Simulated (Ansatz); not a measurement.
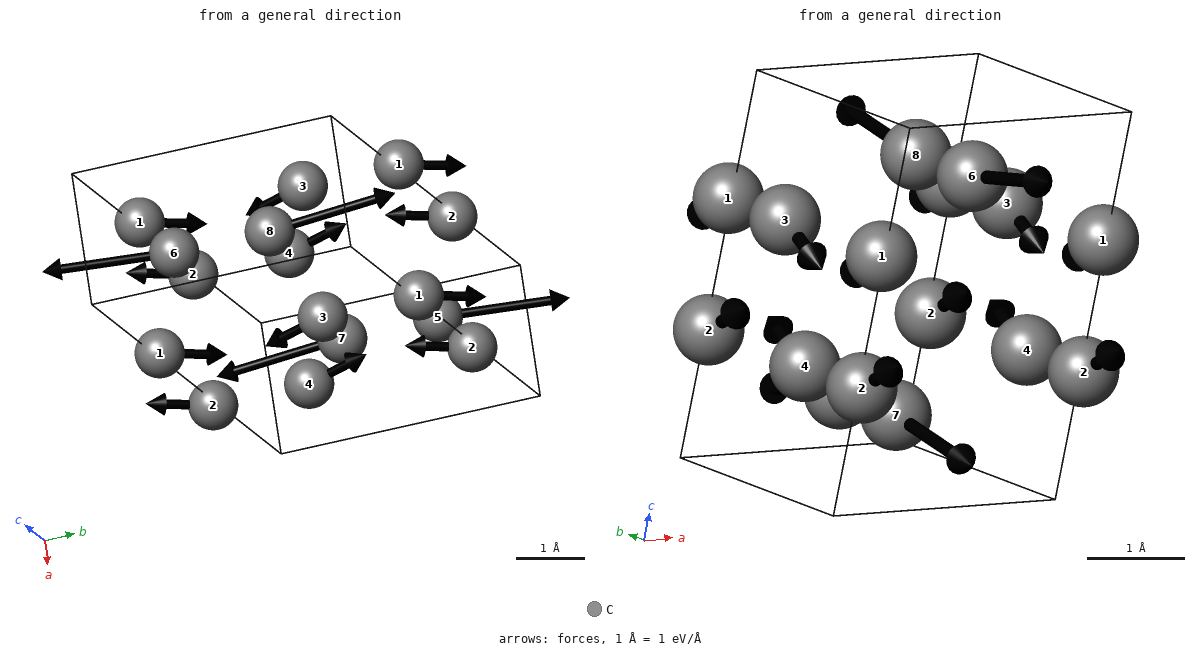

Spheres-only drawing of the structure, looking from two general directions. The edges of the cell (the run's own, in a reduced setting) are marked. The arrows are the computed forces on the atoms.

System: C. Calculation details: Ansatz 0.2.0, DFT r2SCAN, scalar-relativistic, plane waves, PAW; 500 eV cutoff, k-points about 0.29 Å⁻¹ apart, Gaussian smearing of 0.05 eV, no spin polarisation.

Q: Do the forces show a relaxed structure?

A: No. The atoms still feel forces of up to about 1.6 eV/Å, far above a usual threshold of 0.01 to 0.03 eV/Å.

Q: Which atom feels the largest force?

A: C5, C6, C7 and C8, about 1.6 eV/Å.

Starting structure: a structure listed in the Materials Project. The cell was then strained or its atoms displaced on purpose. It went into a calculation with Ansatz.
